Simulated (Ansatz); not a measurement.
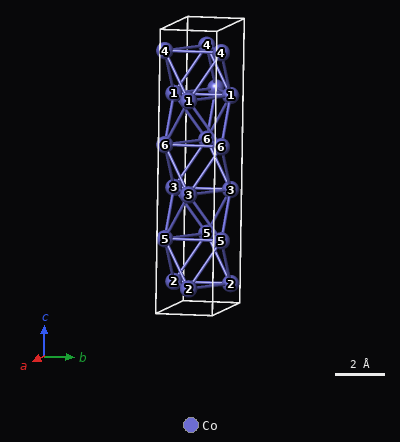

*The input geometry (ball-and-stick view of the cell 2 times as large as that of the calculation, set on its symmetry axes, seen slightly off an axis; atoms are numbered from 1 in the order of the input). An atom can appear more than once, as a periodic image.*

Single-point calculation, with input and output: Co

System: Co (6 atoms in the cell).
Method: DFT LDA, scalar-relativistic, plane waves, PAW, PAW set soft_1, spin-polarised (Ansatz 0.2.0).

The structure derives from an entry of the Crystallography Open Database. Figures and captions count atoms from 1; the log counts them from 0 in places.

What the program printed
```
Warning: [file] the record states the generating functional pbe (its physics header spells it `PBE`), which answers neither for hamiltonian.xc's functional nor for the lda family's — results may be inconsistent (PPs are generated against a specific XC)
Warning: crystal.symmetry: narrowed to the stabiliser of the k-point mesh — unitary ops 4 → 2; excluded 2 operations that carry a point of the 20×20×4 mesh (shift [0, 0, 0]) off the mesh (the run samples exactly the mesh kpoints.mp_grid names, as under crystal.symmetry.detect: false, and its converged state has the mesh's symmetry, not the crystal's; ε∞, the Born charges and the force constants of a linear response (`dielectric:` by the response, `phonons.method: dfpt`) are averaged over those of the crystal's operations that the state keeps within a tolerance, where `mesh_tensors`, `unaveraged_element` or `gamma_mean_max_change_ev_ang2` stands beside them; a row that `dielectric.field_direction` solves alone is averaged likewise, with nothing beside; a Γ-centred mesh of equal divisions is mapped onto itself by every operation and keeps the whole group, as does a half-shifted one under kpoints.further_shifts: images)
Engine: ansatz 0.2.0, aarch64-unknown-linux-gnu
Pseudopotentials: kind: paw
Pseudopotential: Co, paw, valence charge 17, recommended cutoff 420 eV (normal), [file]
Functional definition: SPW92
  exchange = slater_x
  correlation = pw_c
Crystal: 6 atoms, lattice volume = 60.039 Å³
Basis set: ecut = 520 eV, 1645 PW (Γ)
Bands: 68, of which v1, the nominal top of the filled ones, is band 51 counted from 1 (50 counted from 0)
Symmetry: 2 space group operations
k-points: 804 of 1600
Non-local potential: Co, projectors of the file, l = 0: 3, l = 1: 2, l = 2: 3, l = 3: 1
PAW form: soft (Blöchl's): semilocal exchange-correlation on the pseudo side does not see the compensation charge
PAW frozen core: Co, regenerated for the run's functional, and the local potential with it (the file was generated under x = pbe(κ = 0.804, μ = 0.2195149727645171), c = pbe(β = 0.06672455060314922))
PAW one-centre angular grid: Co, 590 points (default); XC on 64 Gauss nodes
Initial density: superposition of atomic densities (chi_scale 0.1, normalization cell)
Starting moments: Σ|m| = 10.32 μB on 6 of 6 sites
Initial wavefunctions: pseudopotential atomic-orbital guess
Functional: x = slater, c = lda
SCF iter   1: F=—  HF=-30374.478350 eV  |F-HF|=—  |Δ(HF+E_count)|=         —  Δρ=7.75e-2 (↑7.75e-2 ↓7.33e-2)  dr2=8.31e0  dr2_m=1.52e-1  M=8.601 μB ∫|m|=8.827 μB  β_m=0.30  ethr=3.10e-3  ⟨swp⟩=5.1  Hψ=356104  notcnv=0  defer=1421
Mixer restart at iter 1: flushing history
preconditioner: auto → Kerker (q_TF=auto, 2.980 Å⁻¹)  [metal: Δε(μ)=0.000 eV  Ē_g=9.208 eV  σ=0.150 eV  W_gap=0.00  n_scr=10 (ndim 8)  ℏωp=35.2 eV  f_vac=0.000  D(μ)=9.43/eV (n_scr^D=144)]
spin=Collinear: Kerker preconditioning applied to the charge; magnetization (m = ρ↑ − ρ↓) channel mixes plain (no charge-response kernel on spin).
SCF iter   2: F=—  HF=-30371.160798 eV  |F-HF|=—  |Δ(HF+E_count)|=    3.32e0  Δρ=3.80e-2 (↑2.85e-2 ↓3.80e-2)  dr2=3.55e-1  dr2_m=5.12e-1  M=9.646 μB ∫|m|=9.972 μB  β_m=0.31  ethr=3.10e-3  ⟨swp⟩=3.0  Hψ=195270  notcnv=0  defer=10957
SCF iter   3: F=—  HF=-30372.851447 eV  |F-HF|=—  |Δ(HF+E_count)|=    1.69e0  Δρ=3.22e-2 (↑3.22e-2 ↓1.66e-2)  dr2=1.36e-1  dr2_m=2.64e-1  M=9.594 μB ∫|m|=9.978 μB  β_m=0.62  ethr=3.48e-4  ⟨swp⟩=2.0  Hψ=127839  notcnv=0  defer=10957
SCF iter   4: F=—  HF=-30375.941832 eV  |F-HF|=—  |Δ(HF+E_count)|=    3.09e0  Δρ=2.60e-2 (↑2.60e-2 ↓1.26e-2)  dr2=4.80e-1  dr2_m=2.56e-2  M=9.347 μB ∫|m|=9.837 μB  β_m=0.81  ethr=1.33e-4  ⟨swp⟩=2.4  Hψ=182998  notcnv=0  defer=10988
SCF iter   5: F=—  HF=-30376.530423 eV  |F-HF|=—  |Δ(HF+E_count)|=   5.89e-1  Δρ=1.00e-2 (↑1.00e-2 ↓9.41e-3)  dr2=1.65e-1  dr2_m=9.86e-3  M=9.144 μB ∫|m|=9.676 μB  β_m=0.66  ethr=1.33e-4  ⟨swp⟩=2.0  Hψ=187092  notcnv=0  defer=11027
SCF iter   6: F=—  HF=-30376.509563 eV  |F-HF|=—  |Δ(HF+E_count)|=   2.09e-2  Δρ=6.43e-3 (↑6.43e-3 ↓2.58e-3)  dr2=1.78e-2  dr2_m=8.11e-3  M=9.162 μB ∫|m|=9.692 μB  β_m=0.72  ethr=1.33e-4  ⟨swp⟩=2.0  Hψ=176556  notcnv=0  defer=11617
SCF iter   7: F=—  HF=-30376.509172 eV  |F-HF|=—  |Δ(HF+E_count)|=   3.90e-4  Δρ=2.85e-3 (↑2.85e-3 ↓9.93e-4)  dr2=2.50e-3  dr2_m=1.78e-3  M=9.163 μB ∫|m|=9.698 μB  β_m=0.86  ethr=1.75e-5  ⟨swp⟩=2.1  Hψ=146333  notcnv=0  defer=11567
SCF iter   8: F=—  HF=-30376.510799 eV  |F-HF|=—  |Δ(HF+E_count)|=   1.63e-3  Δρ=1.03e-3 (↑1.03e-3 ↓4.38e-4)  dr2=4.58e-4  dr2_m=1.73e-4  M=9.149 μB ∫|m|=9.695 μB  β_m=0.79  ethr=2.45e-6  ⟨swp⟩=2.0  Hψ=166319  notcnv=0  defer=11566
SCF iter   9: F=—  HF=-30376.511336 eV  |F-HF|=—  |Δ(HF+E_count)|=   5.37e-4  Δρ=3.32e-4 (↑3.32e-4 ↓3.31e-4)  dr2=2.43e-4  dr2_m=1.69e-5  M=9.153 μB ∫|m|=9.696 μB  β_m=0.76  ethr=4.49e-7  ⟨swp⟩=2.0  Hψ=148525  notcnv=0  defer=11560
SCF iter  10: F=—  HF=-30376.511367 eV  |F-HF|=—  |Δ(HF+E_count)|=   3.14e-5  Δρ=2.38e-4 (↑9.90e-5 ↓2.38e-4)  dr2=9.68e-5  dr2_m=3.39e-6  M=9.154 μB ∫|m|=9.697 μB  β_m=0.87  ethr=2.38e-7  ⟨swp⟩=1.3  Hψ=116313  notcnv=0  defer=11562
SCF iter  11: F=—  HF=-30376.511367 eV  |F-HF|=—  |Δ(HF+E_count)|=   1.96e-7  Δρ=6.48e-5 (↑6.48e-5 ↓6.07e-5)  dr2=1.98e-5  dr2_m=5.38e-8  M=9.154 μB ∫|m|=9.697 μB  β_m=0.68  ethr=9.49e-8  ⟨swp⟩=1.0  Hψ=109345  notcnv=0  defer=11559
SCF iter  12: F=—  HF=-30376.511366 eV  |F-HF|=—  |Δ(HF+E_count)|=   8.96e-7  Δρ=4.13e-5 (↑1.25e-5 ↓4.13e-5)  dr2=1.50e-6  dr2_m=2.13e-7  M=9.154 μB ∫|m|=9.697 μB  β_m=0.84  ethr=1.94e-8  ⟨swp⟩=1.0  Hψ=109421  notcnv=0  defer=11556
SCF iter  13: F=—  HF=-30376.511367 eV  |F-HF|=—  |Δ(HF+E_count)|=   2.49e-7  Δρ=2.06e-5 (↑1.66e-5 ↓2.06e-5)  dr2=7.88e-7  dr2_m=1.12e-8  M=9.154 μB ∫|m|=9.697 μB  β_m=0.84  ethr=1.48e-9  ⟨swp⟩=1.2  Hψ=113022  notcnv=0  defer=11556
SCF iter  14: F=—  HF=-30376.511367 eV  |F-HF|=—  |Δ(HF+E_count)|=   5.44e-9  Δρ=7.74e-6 (↑7.06e-6 ↓7.74e-6)  dr2=1.43e-7  dr2_m=1.07e-9  M=9.154 μB ∫|m|=9.697 μB  β_m=0.71  ethr=7.72e-10  ⟨swp⟩=2.0  Hψ=146404  notcnv=0  defer=11558
SCF iter  15: F=-30376.511367 eV  HF=-30376.511367 eV  |F-HF|=3.31e-8  |Δ(HF+E_count)|=   1.35e-8  Δρ=3.26e-6 (↑1.37e-6 ↓3.26e-6)  dr2=3.50e-8  dr2_m=8.93e-10  M=9.154 μB ∫|m|=9.697 μB  ethr=9.80e-11  ⟨swp⟩=8.0  Hψ=514962  notcnv=0
SCF 1 converged in 15 iterations: F = -30376.511367 eV  dr2 = 3.50e-8
  greatest PAW one-centre occupation: 1.002 electrons in one spin orbital (limit 2), on the Co atom at site 3 (counted from 0), in its partial waves of l = 1
```

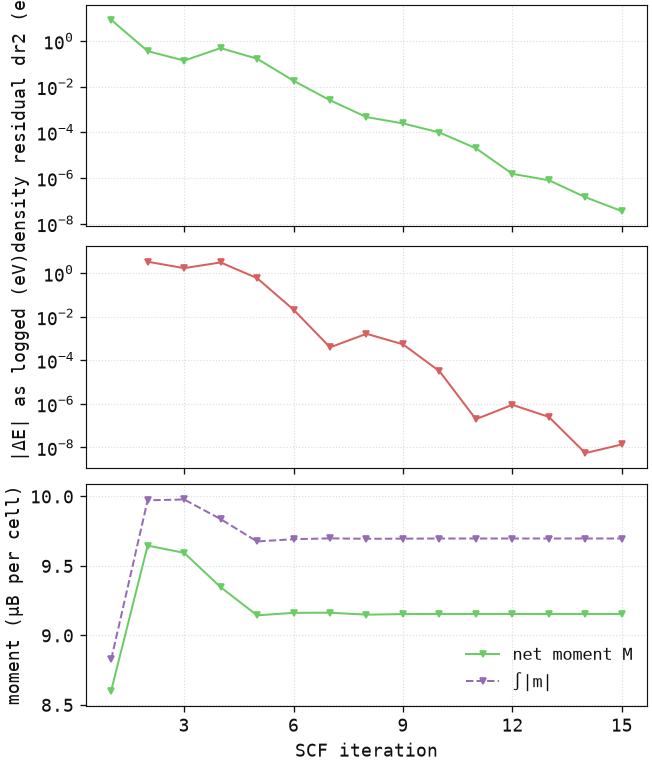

*Convergence of the self-consistent field: density residual dr2, size of the energy change and magnetic moment against the SCF iteration.*

The residual comes down, with one marked jump up, by a factor of about 4, at step 4. The net moment goes from 8.6 to 9.2 μB per cell.

```
SCF converged after 15 iterations
Magnetization: 9.1539 μB (55.5770 up, 46.4230 down)
Absolute magnetization: 9.7066 μB (∫|ρ↑−ρ↓|, with the PAW one-centre terms)
Spin contamination: 0.0916 ħ² per cell (⟨S²⟩ above its minimum at these occupations)
Per-site moments (μB) at R_I (Å): [(1.5548547303002371, 0.9937084391789186), (1.586254335094048, 0.9506922072910883), (1.557436249318221, 0.9937084391835396), (1.5862543350940483, 0.9506922072910883), (1.5548547303002378, 0.9937084391789186), (1.5574362493182217, 0.9937084391835398)]
Free energy (F): -30376.511367 eV
Harris-Foulkes:  -30376.511367 eV  (|F-HF|=3.31e-8)
Internal energy: -30376.449638 eV  (E = F + TS)
E sigma→0 (E₀):  -30376.480502 eV
Entropy (-TS):   -0.061728 eV (-10.288 meV/atom)
Fermi energy:    20.132535 eV
--- Per-component energies (eV) ---
  E_band       = -1301.385475
  E_kinetic    = 1764.436019
  E_local      = -15234.120005  (includes V_loc(G=0)·N_el)
  E_nonlocal   = 2630.918103
  E_hartree    = 6790.230852
  E_xc         = -556.921584
  E_vxc        = -719.800035  (∫ρ·V_xc dr)
  E_paw        = -9045.746799  (= ΣΔE_a)
  E_vpaw       = -3323.282326  (= ΣTr[D̂ρ^β])
  E_aug_tail   = -0.000498  (compensation charges beyond the density's cutoff)
  E_ewald      = -16727.755235
  E_core_change = 2.509508  (= ΣΔE_core)
  E_smearing   = -0.061728  (= −TS)
  E_closure    = 0.000000  (closes the sum)
  Σ components = -30376.511367   (vs F -30376.511367, Δ=0.00e0)
--- Forces (eV/Å), atoms counted from 1 ---
  atom   1  Co     0.04162588    -0.02391564     0.03004646
  atom   2  Co     0.08415164    -0.04870780     0.52986220
  atom   3  Co     0.02570943    -0.01468939     0.03778022
  atom   4  Co    -0.08415164     0.04870780    -0.52986220
  atom   5  Co    -0.04162588     0.02391564    -0.03004646
  atom   6  Co    -0.02570943     0.01468939    -0.03778022
  max |Σ_I F_I| component: 6.25e-17 eV/Å
--- Stress (GPa, compression-positive) ---
       -0.688812       2.000495       0.190695
        2.000495       1.620578      -0.104435
        0.190694      -0.104434       2.554177
  P = ⅓ Tr σ = 1.1620 GPa (11.620 kbar)
--- Band table (eV; the first three rows and the last of 1608) ---
  k-point 0 ↑: bands = ["-75.1292", "-75.0803", "-75.0342", "-75.0117", "-74.9881", "-74.9650", "-38.9825", "-38.8349", "-38.8242", "-38.6428", "-38.6054", "-38.6020", "-38.5936", "-38.5933", "-38.5345", "-38.5166", "-38.5140", "-38.4981", "-38.4979", "-38.4827", "-38.4787", "-38.4676", "-38.4634", "-38.4490", "10.6037", "11.7429", "11.7706", "14.0795", "14.0832", "14.5870", "16.8918", "17.1502", "17.3095", "17.3842", "17.3870", "17.4137", "17.4476", "17.4647", "17.4701", "17.5637", "17.5777", "17.6359", "17.6622", "17.6777", "17.8094", "17.8543", "17.8586", "18.1803", "18.4225", "18.4970", "18.6602", "18.8181", "19.0339", "19.1596", "19.3761", "19.4853", "19.5043", "19.5492", "19.7599", "19.9397", "27.2612", "32.1068", "32.1181", "40.1139", "40.1255", "42.4201", "42.8447", "42.8970"]
  k-point 1 ↑: bands = ["-75.1292", "-75.0804", "-75.0334", "-75.0129", "-74.9874", "-74.9651", "-38.9796", "-38.8692", "-38.7777", "-38.6676", "-38.6202", "-38.6020", "-38.6008", "-38.5568", "-38.5350", "-38.5149", "-38.5137", "-38.5002", "-38.4989", "-38.4820", "-38.4814", "-38.4664", "-38.4637", "-38.4511", "10.6784", "11.2684", "12.3442", "13.5969", "14.3768", "14.5740", "16.8727", "17.1000", "17.2695", "17.3152", "17.3925", "17.4072", "17.4341", "17.4485", "17.4488", "17.5410", "17.5651", "17.6530", "17.7256", "17.7457", "17.8200", "17.8521", "18.2031", "18.2269", "18.3658", "18.5435", "18.5963", "18.9297", "18.9431", "19.2454", "19.3098", "19.4542", "19.5298", "19.5584", "19.6534", "19.7621", "27.6895", "30.3379", "34.0361", "38.1035", "41.8204", "42.4153", "42.9242", "43.0711"]
  k-point 2 ↑: bands = ["-75.1292", "-75.0805", "-75.0326", "-75.0142", "-74.9867", "-74.9653", "-38.9762", "-38.8851", "-38.7220", "-38.7204", "-38.6229", "-38.6020", "-38.6009", "-38.5380", "-38.5355", "-38.5127", "-38.5126", "-38.5028", "-38.5012", "-38.4860", "-38.4803", "-38.4653", "-38.4640", "-38.4534", "10.8742", "10.9325", "12.9777", "12.9895", "14.5053", "14.5320", "16.8526", "17.0397", "17.2452", "17.3234", "17.4006", "17.4178", "17.4303", "17.4467", "17.4552", "17.5032", "17.5490", "17.6411", "17.7641", "17.7705", "17.8180", "17.8460", "18.2407", "18.3305", "18.4527", "18.7025", "18.8163", "18.9466", "19.0039", "19.0570", "19.2242", "19.3186", "19.4109", "19.5459", "19.5645", "19.7644", "28.7909", "28.8207", "36.0488", "36.0516", "42.2978", "42.4338", "43.0290", "43.3458"]
  k-point 803 ↓: bands = ["-73.1681", "-73.1681", "-73.1137", "-73.1101", "-73.0988", "-73.0876", "-37.1793", "-37.1699", "-37.0994", "-37.0937", "-37.0901", "-37.0219", "-36.9456", "-36.9045", "-36.8634", "-36.8348", "-36.8319", "-36.8206", "-36.8166", "-36.7801", "-36.7699", "-36.7618", "-36.7555", "-36.7311", "15.5024", "15.5287", "15.9418", "15.9577", "15.9878", "16.1507", "16.5554", "16.8613", "17.3158", "17.3750", "17.6952", "18.1310", "18.5361", "18.8662", "19.1072", "19.2379", "19.4985", "19.6518", "19.8214", "20.3715", "20.7738", "20.9524", "21.0844", "21.3487", "21.3940", "21.4550", "21.4668", "21.5052", "21.5447", "21.5787", "21.7670", "21.9266", "23.1181", "23.4563", "23.7965", "24.7453", "29.0141", "29.3592", "29.4348", "29.9961", "31.0702", "32.5102", "33.7983", "35.4727"]
--- Löwdin populations: 6 sites ---
  site symbol       q [e]    m [muB]
     0     Co     16.7901     1.5589
     1     Co     16.7872     1.5921
     2     Co     16.7895     1.5594
     3     Co     16.7872     1.5921
     4     Co     16.7901     1.5589
     5     Co     16.7895     1.5594
  spilling = 0.012414 (of n_electrons = 102.000000)
```

File populations.tsv
```
# site	symbol	l	j	q_up	q_dn
# orbitals = lowdin
# n_electrons = 102.000000
# spilling = 0.012414
0	Co	0_3S	-	0.998767	0.998873
0	Co	0_4S	-	0.454429	0.482988
0	Co	1_3P	-	2.998147	2.997987
0	Co	2_3D	-	4.723155	3.135797
1	Co	0_3S	-	0.998717	0.998825
1	Co	0_4S	-	0.456217	0.483371
1	Co	1_3P	-	2.998088	2.997809
1	Co	2_3D	-	4.736625	3.117563
2	Co	0_3S	-	0.998769	0.998876
2	Co	0_4S	-	0.453494	0.483977
2	Co	1_3P	-	2.998148	2.998010
2	Co	2_3D	-	4.724055	3.134175
3	Co	0_3S	-	0.998717	0.998825
3	Co	0_4S	-	0.456217	0.483371
3	Co	1_3P	-	2.998088	2.997809
3	Co	2_3D	-	4.736625	3.117563
4	Co	0_3S	-	0.998767	0.998873
4	Co	0_4S	-	0.454429	0.482988
4	Co	1_3P	-	2.998147	2.997987
4	Co	2_3D	-	4.723155	3.135797
5	Co	0_3S	-	0.998769	0.998876
5	Co	0_4S	-	0.453494	0.483977
5	Co	1_3P	-	2.998148	2.998010
5	Co	2_3D	-	4.724055	3.134175
```

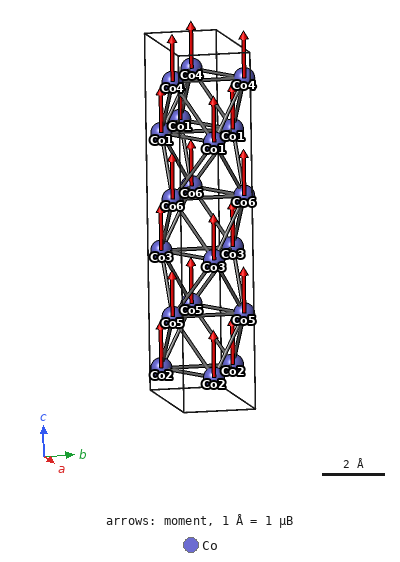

*Magnetic moments of the sites as red arrows (ball-and-stick view of the cell 2 times as large as that of the calculation, set on its symmetry axes, seen slightly off an axis; atoms are numbered from 1 in the order of the input); small moments hardly show. The run is collinear, so the axis drawn is arbitrary.*

Site moments: Co2, Co4 (1.59 μB); Co3, Co6 (1.56 μB); Co1, Co5 (1.55 μB). They are counted near the atoms and needn't add up to the moment of the cell.

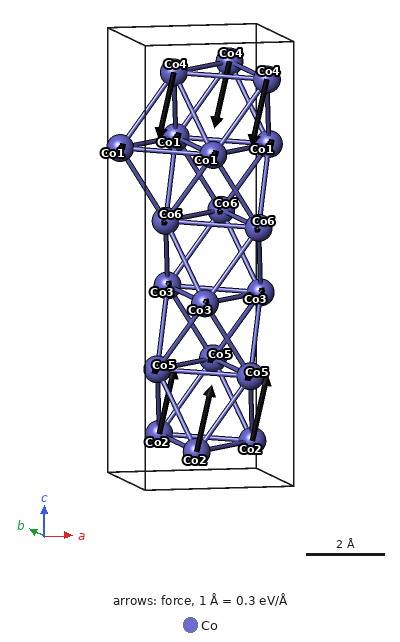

*Forces on the atoms as black arrows (ball-and-stick view of the cell 2 times as large as that of the calculation, set on its symmetry axes, seen slightly off an axis; atoms are numbered from 1 in the order of the input).*

The largest act on Co2, Co4 (0.54 eV/Å). The geometry is not a stationary point of this energy.

The run was set up as follows.

Input
```yaml
crystal:
  lattice:
    - [-2.4287103965, 0.0, 0.0]
    - [-1.2143551982, -2.1033249018, 0.0]
    - [-1.8215327974, -1.7527707515, 11.7529910346]
  atoms:
    - { symbol: Co, position: [0.0833388889, -0.2916527778, 0.7499833333], spin: 1.72 }
    - { symbol: Co, position: [0.3055611111, 0.2639027778, 0.0833166667], spin: 1.72 }
    - { symbol: Co, position: [0.19445, -0.013875, 0.41665], spin: 1.72 }
    - { symbol: Co, position: [0.3611166667, -0.0972083333, 0.91665], spin: 1.72 }
    - { symbol: Co, position: [0.5833388889, 0.4583472222, 0.2499833333], spin: 1.72 }
    - { symbol: Co, position: [0.4722277778, 0.1805694444, 0.5833166667], spin: 1.72 }
basis:
  ecutwfc: 520.0
kpoints:
  mp_grid: { grid: [20, 20, 4] }
hamiltonian:
  xc: lda
  pseudopotentials: { kind: paw, azcp: { folder: soft_1 } }
scf:
  occupations: { method: gaussian, width: 0.15 }
output:
  forces: true
  stress: true
  eigenvalues: true
  populations: true
magnetization:
  spin_polarized: true
```

Launched with:
```bash
ansatz run input.yaml --threads 4 --pin off --max-ram 8192MiB --backend cpu --events-out ev --progress --plain --runs-dir out
```

Key numbers

| quantity | value |
| --- | --- |
| outcome | converged |
| space group (tolerance 0.01 Å) | C2/m (12) |
| electrons treated | 102 |
| free energy | −30376.5114 eV |
| Fermi energy | 20.133 eV |
| gap on the k-point mesh | none (metallic) |
| net moment of the cell | 9.15 μB |
| integrated absolute moment | 9.71 μB |
| pressure | 1.16 GPa |
| largest force (length of the vector) | 0.539 eV/Å |
| hardware | 4 threads of Arm Neoverse V1, 24 GiB of memory available, shared host |
| wall time | 4.2 min (CPU time 16 min) |
| peak memory | 5.1 GiB |

Notes

The electronic state found may not be the lowest one. Warnings of the run: the PAW datasets were made with another functional; the k-point mesh lowers the symmetry that the run can use.
